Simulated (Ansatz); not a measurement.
Geometry relaxation of FeCo3 (part 1 of 2)

FeCo3 (4 atoms in the cell), computed with DFT r2SCAN, scalar-relativistic, plane waves, PAW (Ansatz 0.2.0).

The structure derives from a Materials Project entry. The run did not end well. It belongs to a series of runs on one base structure; here: dispersion relaxed: r2SCAN, none.

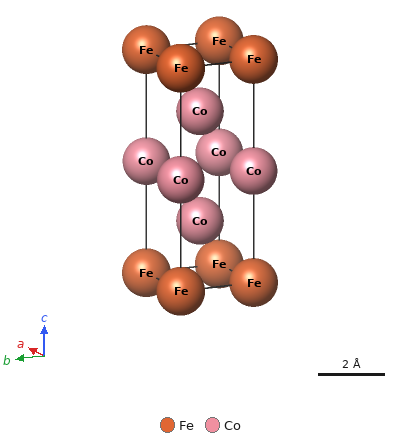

Fig. 1: The starting structure (spheres-only view of the cell of the calculation, seen at an oblique angle). An atom can appear more than once, as a periodic image.

**The input**
```yaml
crystal:
  lattice:
    - [2.46601, 0.0, 0.0]
    - [0.0, 2.46601, 0.0]
    - [0.0, 0.0, 7.063459]
  atoms:
    - { symbol: Fe, position: [0.0, 0.0, 0.0], spin: 2.67 }
    - { symbol: Co, position: [0.5, 0.5, 0.745404], spin: 1.82 }
    - { symbol: Co, position: [0.0, 0.0, 0.5], spin: 1.9 }
    - { symbol: Co, position: [0.5, 0.5, 0.254596], spin: 1.82 }
basis:
  ecutwfc: 500
kpoints:
  mp_grid: { grid: [16, 16, 6] }
hamiltonian:
  xc: r2scan
scf:
  occupations: { method: gaussian, width: 0.1 }
output:
  forces: true
  stress: true
  eigenvalues: true
  populations: true
magnetization:
  spin_polarized: true
relax:
  adjacent_minimum: "off"
  f_tol: 0.01
  max_steps: 60
  cell: { stress_tol: 0.05 }
```

Launch command:
```bash
ansatz run input.yaml --threads 1 --pin off --max-ram 2560MiB --backend cpu --events-out ev --progress --plain --runs-dir out
```

**What the program printed**
```
Engine: ansatz 0.2.0, x86_64-unknown-linux-gnu
Pseudopotentials: kind: paw
Pseudopotential: Fe, paw, valence charge 16, recommended cutoff 500 eV (meta_gga), Fe.paw.azcp
Pseudopotential: Co, paw, valence charge 17, recommended cutoff 500 eV (meta_gga), Co.paw.azcp
Functional definition: r2SCAN
  parameter k0 = 0.174
  parameter k1 = 0.065
  parameter a1 = 4.9479
  exchange = r2scan_x(k0 = k0, k1 = k1, a1 = a1)
  correlation = r2scan_c
Crystal: 4 atoms, lattice volume = 42.954 Å³
Basis set: ecut = 500 eV, 1125 PW (Γ), exchange–correlation on 72×72×216 points (64 copies of the dense FFT grid, shifted against one another)
Bands: 46, of which v1, the nominal top of the filled ones, is band 34 counted from 1 (33 counted from 0)
Symmetry: 16 space group operations
Space group: P4/mmm (ITA 123), of the structure as read, at distance tolerance 3.5e-5 Å
Magnetic group: BNS 123.339 (UNI 999), of the structure as read, at distance tolerance 3.5e-5 Å
k-points: 180 of 1536
Non-local potential: Fe, projectors of the file, l = 0: 3, l = 1: 2, l = 2: 3, l = 3: 1
Non-local potential: Co, projectors of the file, l = 0: 3, l = 1: 2, l = 2: 3, l = 3: 1
PAW form: soft (Blöchl's): semilocal exchange-correlation on the pseudo side does not see the compensation charge
PAW frozen core: Fe, regenerated for the run's functional (the file was generated under x = pbe(κ = 0.804, μ = 0.2195149727645171), c = pbe(β = 0.06672455060314922))
PAW frozen core: Co, regenerated for the run's functional (the file was generated under x = pbe(κ = 0.804, μ = 0.2195149727645171), c = pbe(β = 0.06672455060314922))
PAW one-centre angular grid: Fe, 590 points (default); XC on 160 Gauss nodes
PAW one-centre angular grid: Co, 590 points (default); XC on 160 Gauss nodes
Initial density: superposition of atomic densities (chi_scale 0.1, normalization cell)
Starting moments: Σ|m| = 8.21 μB on 4 of 4 sites
Initial wavefunctions: pseudopotential atomic-orbital guess
Functional: x = r2scan, c = r2scan; τ floored in thin density (d = 2e-4 eV/Å³)
SCF iter   1: F=—  HF=-19878.485466 eV  |F-HF|=—  |Δ(HF+E_count)|=         —  Δρ=1.13e-1 (↑1.46e-2 ↓1.13e-1)  dr2=4.06e0  dr2_τ=3.30e-2  dr2_m=1.04e0  M=8.151 μB ∫|m|=8.475 μB  β_m=1.00  ethr=3.10e-3  ⟨swp⟩=5.8  Hψ=55708  notcnv=0  defer=49
Mixer restart at iter 1: flushing history
preconditioner: auto → Kerker (q_TF=auto, 2.938 Å⁻¹)  [metal: Δε(μ)=0.006 eV  Ē_g=9.653 eV  σ=0.100 eV  W_gap=0.03  n_scr=18 (ndim 8)  ℏωp=33.5 eV  f_vac=0.000  D(μ)=3.85/eV (n_scr^D=56)]
spin=Collinear: Kerker preconditioning applied to the charge; magnetization (m = ρ↑ − ρ↓) channel mixes plain (no charge-response kernel on spin).
SCF iter   2: F=—  HF=-19877.703963 eV  |F-HF|=—  |Δ(HF+E_count)|=   7.82e-1  Δρ=3.17e-2 (↑1.03e-2 ↓3.17e-2)  dr2=3.41e-1  dr2_τ=3.20e-2  dr2_m=1.14e-1  M=8.167 μB ∫|m|=8.886 μB  β_m=1.00  ethr=3.10e-3  ⟨swp⟩=2.6  Hψ=28748  notcnv=0  defer=1631  κ⁻¹=1.0e0(r=1)
SCF iter   3: F=—  HF=-19878.869633 eV  |F-HF|=—  |Δ(HF+E_count)|=    1.17e0  Δρ=1.00e-2 (↑9.61e-3 ↓1.00e-2)  dr2=4.89e-2  dr2_τ=1.98e-3  dr2_m=2.19e-3  M=8.163 μB ∫|m|=9.083 μB  β_m=1.00  ethr=5.09e-4  ⟨swp⟩=2.1  Hψ=24307  notcnv=0  defer=1633  κ⁻¹=2.5e-2(r=2)
SCF iter   4: F=—  HF=-19879.508655 eV  |F-HF|=—  |Δ(HF+E_count)|=         —  Δρ=3.24e-2 (↑1.27e-2 ↓3.24e-2)  dr2=1.97e-1  dr2_τ=2.08e-3  dr2_m=1.61e-1  M=8.634 μB ∫|m|=9.588 μB  β_m=1.00  ethr=7.29e-5  ⟨swp⟩=2.6  Hψ=29449  notcnv=0  defer=1629
Mixer restart at iter 4: flushing history
SCF iter   5: F=—  HF=-19880.523404 eV  |F-HF|=—  |Δ(HF+E_count)|=    1.01e0  Δρ=5.11e-2 (↑2.37e-2 ↓5.11e-2)  dr2=1.23e0  dr2_τ=4.08e-3  dr2_m=1.06e-1  M=8.194 μB ∫|m|=9.235 μB  β_m=1.00  ethr=7.46e-5  ⟨swp⟩=2.1  Hψ=31819  notcnv=0  defer=1629
SCF iter   6: F=—  HF=-19880.450234 eV  |F-HF|=—  |Δ(HF+E_count)|=   7.32e-2  Δρ=1.73e-2 (↑1.29e-2 ↓1.73e-2)  dr2=2.56e-1  dr2_τ=1.24e-2  dr2_m=2.27e-3  M=8.166 μB ∫|m|=9.192 μB  β_m=1.00  ethr=7.46e-5  ⟨swp⟩=2.5  Hψ=34993  notcnv=0  defer=1607  κ⁻¹=1.0e0(r=1)
SCF iter   7: F=—  HF=-19880.509419 eV  |F-HF|=—  |Δ(HF+E_count)|=   5.92e-2  Δρ=6.12e-3 (↑5.22e-3 ↓6.12e-3)  dr2=4.76e-2  dr2_τ=2.72e-4  dr2_m=1.34e-4  M=8.143 μB ∫|m|=9.155 μB  β_m=1.00  ethr=7.46e-5  ⟨swp⟩=2.0  Hψ=31856  notcnv=0  defer=1606  κ⁻¹=5.4e-2(r=2)
SCF iter   8: F=—  HF=-19880.518279 eV  |F-HF|=—  |Δ(HF+E_count)|=   8.86e-3  Δρ=3.43e-3 (↑3.05e-3 ↓3.43e-3)  dr2=1.53e-2  dr2_τ=2.18e-4  dr2_m=6.91e-5  M=8.126 μB ∫|m|=9.128 μB  β_m=1.00  ethr=7.10e-5  ⟨swp⟩=1.8  Hψ=19471  notcnv=0  defer=1606  κ⁻¹=2.0e-3(r=3)
SCF iter   9: F=—  HF=-19880.511690 eV  |F-HF|=—  |Δ(HF+E_count)|=   6.59e-3  Δρ=2.49e-3 (↑1.90e-3 ↓2.49e-3)  dr2=2.15e-3  dr2_τ=1.05e-4  dr2_m=7.81e-5  M=8.106 μB ∫|m|=9.094 μB  β_m=1.00  ethr=2.29e-5  ⟨swp⟩=2.0  Hψ=27534  notcnv=0  defer=1607  κ⁻¹=9.2e-4(r=4)
SCF iter  10: F=—  HF=-19880.514226 eV  |F-HF|=—  |Δ(HF+E_count)|=   2.54e-3  Δρ=2.28e-3 (↑1.64e-3 ↓2.28e-3)  dr2=3.31e-3  dr2_τ=1.90e-5  dr2_m=8.05e-5  M=8.105 μB ∫|m|=9.089 μB  β_m=1.00  ethr=3.21e-6  ⟨swp⟩=2.0  Hψ=30700  notcnv=0  defer=1607  κ⁻¹=6.7e-5(r=5)
SCF iter  11: F=—  HF=-19880.515976 eV  |F-HF|=—  |Δ(HF+E_count)|=   1.75e-3  Δρ=1.63e-3 (↑1.11e-3 ↓1.63e-3)  dr2=1.70e-3  dr2_τ=1.41e-5  dr2_m=4.70e-5  M=8.110 μB ∫|m|=9.097 μB  β_m=1.00  ethr=3.21e-6  ⟨swp⟩=1.0  Hψ=16602  notcnv=0  defer=1606  κ⁻¹=1.6e-5(r=6)
SCF iter  12: F=—  HF=-19880.516125 eV  |F-HF|=—  |Δ(HF+E_count)|=   1.49e-4  Δρ=1.06e-3 (↑9.01e-4 ↓1.06e-3)  dr2=7.95e-4  dr2_τ=5.84e-6  dr2_m=6.47e-6  M=8.111 μB ∫|m|=9.098 μB  β_m=1.00  ethr=2.54e-6  ⟨swp⟩=1.0  Hψ=16616  notcnv=0  defer=1605  κ⁻¹=9.9e-6(r=7)
SCF iter  13: F=—  HF=-19880.516582 eV  |F-HF|=—  |Δ(HF+E_count)|=   4.58e-4  Δρ=6.71e-4 (↑4.47e-4 ↓6.71e-4)  dr2=3.52e-4  dr2_τ=1.25e-6  dr2_m=1.04e-5  M=8.111 μB ∫|m|=9.098 μB  β_m=1.00  ethr=1.19e-6  ⟨swp⟩=1.0  Hψ=17105  notcnv=0  defer=1605  κ⁻¹=4.0e-6(r=8)
SCF iter  14: F=—  HF=-19880.516684 eV  |F-HF|=—  |Δ(HF+E_count)|=   1.01e-4  Δρ=2.99e-4 (↑2.13e-4 ↓2.99e-4)  dr2=5.89e-5  dr2_τ=2.45e-7  dr2_m=1.89e-6  M=8.112 μB ∫|m|=9.099 μB  β_m=1.00  ethr=5.26e-7  ⟨swp⟩=1.0  Hψ=16649  notcnv=0  defer=1605  κ⁻¹=1.4e-5(r=8)
SCF iter  15: F=—  HF=-19880.516794 eV  |F-HF|=—  |Δ(HF+E_count)|=   1.10e-4  Δρ=1.28e-4 (↑5.69e-5 ↓1.28e-4)  dr2=1.49e-5  dr2_τ=6.10e-8  dr2_m=5.71e-7  M=8.115 μB ∫|m|=9.102 μB  β_m=1.00  ethr=8.79e-8  ⟨swp⟩=2.0  Hψ=27596  notcnv=0  defer=1605  κ⁻¹=1.0e-5(r=8)
SCF iter  16: F=—  HF=-19880.516795 eV  |F-HF|=—  |Δ(HF+E_count)|=   1.47e-6  Δρ=5.31e-5 (↑3.78e-5 ↓5.31e-5)  dr2=2.31e-6  dr2_τ=1.69e-8  dr2_m=7.47e-8  M=8.115 μB ∫|m|=9.103 μB  β_m=1.00  ethr=2.23e-8  ⟨swp⟩=2.3  Hψ=23865  notcnv=0  defer=1605  κ⁻¹=2.8e-6(r=8)
SCF iter  17: F=—  HF=-19890.688785 eV  |F-HF|=—  |Δ(HF+E_count)|=         —  Δρ=4.58e-1 (↑4.58e-1 ↓4.46e-1)  dr2=9.29e-2  dr2_τ=6.94e-1  dr2_m=8.04e1  M=-1.341 μB ∫|m|=6.842 μB  β_m=1.00  ethr=3.44e-9  ⟨swp⟩=2.0  Hψ=27522  notcnv=0  defer=1605
Mixer restart at iter 17: flushing history
SCF iter  18: F=—  HF=-19879.606825 eV  |F-HF|=—  |Δ(HF+E_count)|=    1.11e1  Δρ=7.09e-2 (↑2.71e-2 ↓7.09e-2)  dr2=6.50e-1  dr2_τ=9.11e-3  dr2_m=9.33e-1  M=-1.684 μB ∫|m|=7.528 μB  β_m=1.00  ethr=7.46e-5  ⟨swp⟩=3.9  Hψ=44207  notcnv=0  defer=1612
SCF iter  19: F=—  HF=-19879.533487 eV  |F-HF|=—  |Δ(HF+E_count)|=   7.33e-2  Δρ=1.99e-2 (↑1.16e-2 ↓1.99e-2)  dr2=7.24e-2  dr2_τ=4.20e-3  dr2_m=9.41e-2  M=-1.870 μB ∫|m|=7.825 μB  β_m=1.00  ethr=7.46e-5  ⟨swp⟩=2.6  Hψ=34432  notcnv=0  defer=1905  κ⁻¹=1.0e0(r=1)
SCF iter  20: F=—  HF=-19879.540922 eV  |F-HF|=—  |Δ(HF+E_count)|=   7.44e-3  Δρ=6.46e-3 (↑6.46e-3 ↓5.99e-3)  dr2=1.16e-2  dr2_τ=2.37e-4  dr2_m=1.27e-2  M=-2.049 μB ∫|m|=8.037 μB  β_m=1.00  ethr=7.46e-5  ⟨swp⟩=2.0  Hψ=24512  notcnv=0  defer=1905  κ⁻¹=1.3e-2(r=2)
SCF iter  21: F=—  HF=-19879.583820 eV  |F-HF|=—  |Δ(HF+E_count)|=   4.29e-2  Δρ=4.64e-3 (↑4.64e-3 ↓2.85e-3)  dr2=4.60e-3  dr2_τ=1.43e-4  dr2_m=2.80e-3  M=-2.184 μB ∫|m|=8.156 μB  β_m=1.00  ethr=1.74e-5  ⟨swp⟩=2.1  Hψ=30179  notcnv=0  defer=1899  κ⁻¹=2.4e-3(r=3)
SCF iter  22: F=—  HF=-19879.620166 eV  |F-HF|=—  |Δ(HF+E_count)|=   3.63e-2  Δρ=4.24e-3 (↑4.24e-3 ↓2.62e-3)  dr2=5.28e-3  dr2_τ=7.21e-5  dr2_m=2.04e-3  M=-2.277 μB ∫|m|=8.217 μB  β_m=1.00  ethr=6.87e-6  ⟨swp⟩=2.0  Hψ=30476  notcnv=0  defer=1905  κ⁻¹=3.0e-4(r=4)
SCF iter  23: F=—  HF=-19879.619275 eV  |F-HF|=—  |Δ(HF+E_count)|=   8.91e-4  Δρ=4.24e-3 (↑4.24e-3 ↓2.63e-3)  dr2=5.36e-3  dr2_τ=7.35e-5  dr2_m=1.99e-3  M=-2.275 μB ∫|m|=8.216 μB  β_m=1.00  ethr=6.87e-6  ⟨swp⟩=1.0  Hψ=17449  notcnv=0  defer=1883  κ⁻¹=3.6e-7(r=5)
SCF iter  24: F=—  HF=-19879.644474 eV  |F-HF|=—  |Δ(HF+E_count)|=   2.52e-2  Δρ=2.30e-3 (↑2.30e-3 ↓1.47e-3)  dr2=9.79e-4  dr2_τ=8.52e-5  dr2_m=2.26e-4  M=-2.341 μB ∫|m|=8.244 μB  β_m=1.00  ethr=6.87e-6  ⟨swp⟩=2.0  Hψ=29810  notcnv=0  defer=1883  κ⁻¹=2.7e-7(r=6)
SCF iter  25: F=—  HF=-19879.655991 eV  |F-HF|=—  |Δ(HF+E_count)|=   1.15e-2  Δρ=2.18e-3 (↑2.18e-3 ↓1.53e-3)  dr2=9.28e-4  dr2_τ=2.65e-5  dr2_m=2.37e-4  M=-2.364 μB ∫|m|=8.257 μB  β_m=1.00  ethr=1.46e-6  ⟨swp⟩=2.0  Hψ=29640  notcnv=0  defer=1882  κ⁻¹=2.1e-7(r=7)
SCF iter  26: F=—  HF=-19879.667932 eV  |F-HF|=—  |Δ(HF+E_count)|=         —  Δρ=1.99e-3 (↑1.99e-3 ↓1.23e-3)  dr2=7.31e-4  dr2_τ=1.70e-5  dr2_m=8.29e-5  M=-2.398 μB ∫|m|=8.283 μB  ethr=1.39e-6  ⟨swp⟩=2.0  Hψ=29113  notcnv=0  defer=1882
Mixer restart at iter 26: flushing history
SCF iter  27: F=—  HF=-19880.516792 eV  |F-HF|=—  |Δ(HF+E_count)|=         —  Δρ=5.07e-5 (↑3.51e-5 ↓5.07e-5)  dr2=1.27e-6  dr2_τ=1.16e-8  dr2_m=5.90e-8  M=8.115 μB ∫|m|=9.103 μB  β_m=1.00  ethr=3.44e-9  ⟨swp⟩=3.6  Hψ=45552  notcnv=0  defer=1309
SCF iter  28: F=—  HF=-19880.516795 eV  |F-HF|=—  |Δ(HF+E_count)|=   2.88e-6  Δρ=4.78e-5 (↑3.31e-5 ↓4.78e-5)  dr2=1.28e-6  dr2_τ=1.76e-8  dr2_m=4.14e-8  M=8.115 μB ∫|m|=9.103 μB  β_m=1.00  ethr=1.89e-9  ⟨swp⟩=2.3  Hψ=27992  notcnv=0  defer=1308  κ⁻¹=1.0e0(r=1)
SCF iter  29: F=—  HF=-19880.516796 eV  |F-HF|=—  |Δ(HF+E_count)|=   9.45e-7  Δρ=4.45e-5 (↑3.13e-5 ↓4.45e-5)  dr2=1.21e-6  dr2_τ=1.64e-8  dr2_m=2.68e-8  M=8.115 μB ∫|m|=9.103 μB  β_m=1.00  ethr=1.89e-9  ⟨swp⟩=1.0  Hψ=16560  notcnv=0  defer=1306  κ⁻¹=2.8e-2(r=2)
SCF iter  30: F=—  HF=-19880.516799 eV  |F-HF|=—  |Δ(HF+E_count)|=   2.56e-6  Δρ=2.91e-5 (↑2.18e-5 ↓2.91e-5)  dr2=7.38e-7  dr2_τ=8.82e-9  dr2_m=6.18e-9  M=8.115 μB ∫|m|=9.102 μB  β_m=1.00  ethr=1.81e-9  ⟨swp⟩=2.0  Hψ=22492  notcnv=0  defer=1302  κ⁻¹=1.2e-2(r=3)
SCF iter  31: F=—  HF=-19880.516799 eV  |F-HF|=—  |Δ(HF+E_count)|=   3.03e-7  Δρ=1.16e-5 (↑7.78e-6 ↓1.16e-5)  dr2=5.88e-8  dr2_τ=1.72e-9  dr2_m=6.46e-9  M=8.115 μB ∫|m|=9.102 μB  β_m=1.00  ethr=1.10e-9  ⟨swp⟩=2.0  Hψ=25558  notcnv=0  defer=1301  κ⁻¹=8.3e-4(r=4)
SCF iter  32: F=-19880.516799 eV  HF=-19880.516799 eV  |F-HF|=7.93e-9  |Δ(HF+E_count)|=   3.77e-8  Δρ=6.77e-6 (↑5.41e-6 ↓6.77e-6)  dr2=3.42e-8  dr2_τ=3.40e-10  dr2_m=8.24e-10  M=8.115 μB ∫|m|=9.102 μB  ethr=8.78e-11  ⟨swp⟩=7.3  Hψ=75567  notcnv=0
SCF 1 converged in 32 iterations: F = -19880.516799 eV  dr2 = 3.42e-8
  greatest PAW one-centre occupation: 1.005 electrons in one spin orbital (limit 2), on the Fe atom at site 0 (counted from 0), in its partial waves of l = 1
relax step   1: F+E_penalty+E_count = -19880.51679887 eV  Δ(F+E_penalty+E_count) = +0.000e0 eV  max|allowed force component| = 4.365e-1 eV/Å  Δτ_max = 0.0000 Å  P = +6.631 GPa  Ω = 42.954 Å³  (32 SCF iters, dr2 threshold 1.00e-7 eV, accepted)
Crystal: 4 atoms, lattice volume = 43.677 Å³
Basis set: ecut = 500 eV, 1133 PW (Γ), exchange–correlation on 72×72×216 points (64 copies of the dense FFT grid, shifted against one another)
Initial density: handed on by an earlier stage of this run
Starting moments: Σ|m| = 8.21 μB on 4 of 4 sites; this step starts from the density that it was given
Initial wavefunctions: those handed on with the density
iter 1 solved again at ethr=4.01e-5 eV; its pass at ethr=3.10e-3 eV (dr2=2.68e-2 eV) is discarded
```
